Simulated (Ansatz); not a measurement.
## Electronic structure of Sn7O16 (cell charge −3, with a compensating background) (cell with a defect) in real space

```yaml
crystal:
  lattice:
    - [-4.82652, 4.82837, 0.00000]
    - [-4.82652, -4.82837, 0.00000]
    - [4.82652, 0.00000, 6.47633]
  atoms:
    - { symbol: Sn, position: [0.86233, 0.36335, 0.72661] }
    - { symbol: Sn, position: [0.12291, 0.62394, 0.24786] }
    - { symbol: Sn, position: [0.38356, 0.88459, 0.76917] }
    - { symbol: Sn, position: [0.49658, 0.49756, 0.99517] }
    - { symbol: Sn, position: [0.74923, 0.75035, 0.50053] }
    - { symbol: Sn, position: [0.99871, 0.99966, 0.99935] }
    - { symbol: Sn, position: [0.24721, 0.24826, 0.49645] }
    - { symbol: O, position: [0.49152, 0.20124, 0.98527] }
    - { symbol: O, position: [0.75430, 0.46403, 0.51062] }
    - { symbol: O, position: [0.99620, 0.68705, 0.99436] }
    - { symbol: O, position: [0.24971, 0.94056, 0.50138] }
    - { symbol: O, position: [0.30601, 0.12403, 0.24794] }
    - { symbol: O, position: [0.56397, 0.36951, 0.73904] }
    - { symbol: O, position: [0.81883, 0.62397, 0.24785] }
    - { symbol: O, position: [0.07279, 0.87848, 0.75672] }
    - { symbol: O, position: [0.93992, 0.12392, 0.24785] }
    - { symbol: O, position: [0.17307, 0.36947, 0.73902] }
    - { symbol: O, position: [0.42698, 0.62392, 0.24786] }
    - { symbol: O, position: [0.68191, 0.87847, 0.75674] }
    - { symbol: O, position: [0.49147, 0.78392, 0.98514] }
    - { symbol: O, position: [0.75426, 0.04670, 0.51049] }
    - { symbol: O, position: [0.99621, 0.30735, 0.99436] }
    - { symbol: O, position: [0.24964, 0.56088, 0.50139] }
```

Spin-polarised.

Method: DFT PBE, scalar-relativistic, plane waves, PAW (Ansatz 0.2.0).

The density is the valence pseudo-density of a PAW calculation; it isn't the true density close to the nuclei.

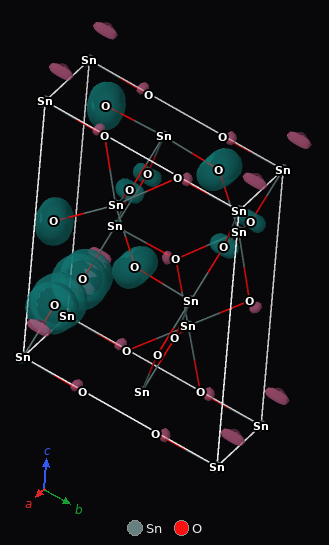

Figure 1. Isosurfaces of the magnetisation density (up minus down) at +0.01 (teal) and −0.01 e/Å³ (pink), seen slightly off an axis. Sticks mark near contacts.

### Describe the spin distribution.

The spin density sits on O: +0.3 μB (×2) in one cell of 23 atoms, with smaller moments on other sites: O (up to +0.05 μB): parallel main moments (a ferromagnetic arrangement) in this solution. The cell of the calculation (23 atoms) carries 1.0 μB of net spin moment.

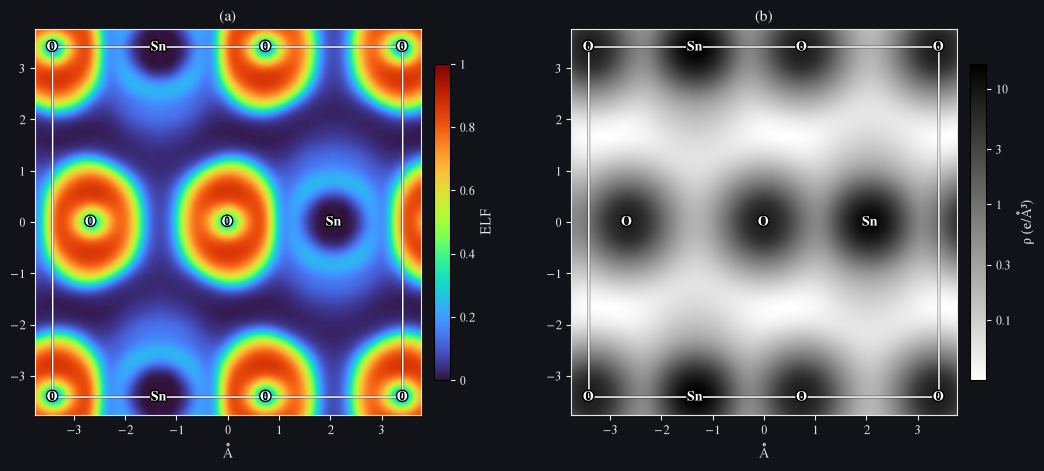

Figure 2. (a) ELF; (b) valence pseudo-density on the (001) plane of the calculation cell.

### Describe what can be read from this map.

- Atoms in the plane: Sn and O.
- Sn–O (2.08 Å): ρ at the midpoint is about 0.64 e/Å³; the ELF peaks at about 0.80 in the valence shell of O, 0.6 Å from its nucleus, and is about 0.25 at the midpoint (no shared electron pair shows on this line).
- Between the atoms the lowest density in this plane is 0.03 e/Å³.
- The ELF also peaks beside O, away from the bonds: non-bonding electrons, paired or unpaired.

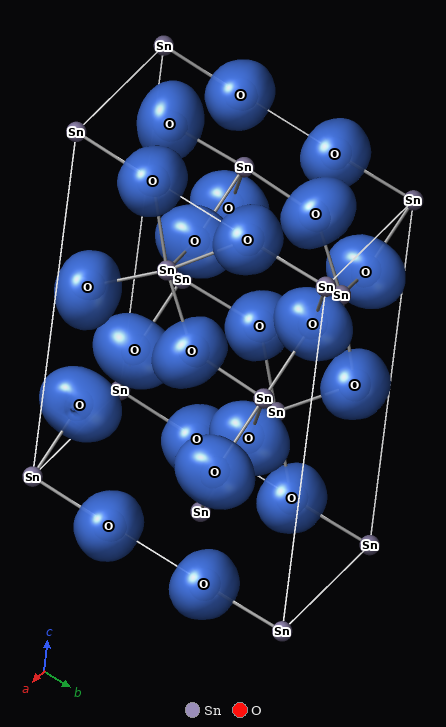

Figure 3. Isosurface of the electron localisation function at 0.7 (blue), seen slightly off an axis. Only the valence region is drawn (cores and ρ < 0.01 e/Å³ removed). Sticks mark near contacts.

### Identify the bonds, lone pairs and shells in this picture.

The ELF exceeds this value in 16 regions wrapped around O (the valence shell of each), counted in one cell of 23 atoms. Any copies at cell faces, edges or corners count once. Profiles from the grid: Sn–O (1.99 Å): the ELF peaks at about 0.80 in the valence shell of O, 0.6 Å from its nucleus, and is about 0.25 at the midpoint (no localised pair shows between them). Sn–O (2.04 Å): the ELF peaks at about 0.80 in the valence shell of O, 0.6 Å from its nucleus, and is about 0.25 at the midpoint (no shared electron pair shows on this line).

### Does the calculation make it a metal, or give it a gap?

It is metallic or semimetallic at this level of theory: no gap opens.
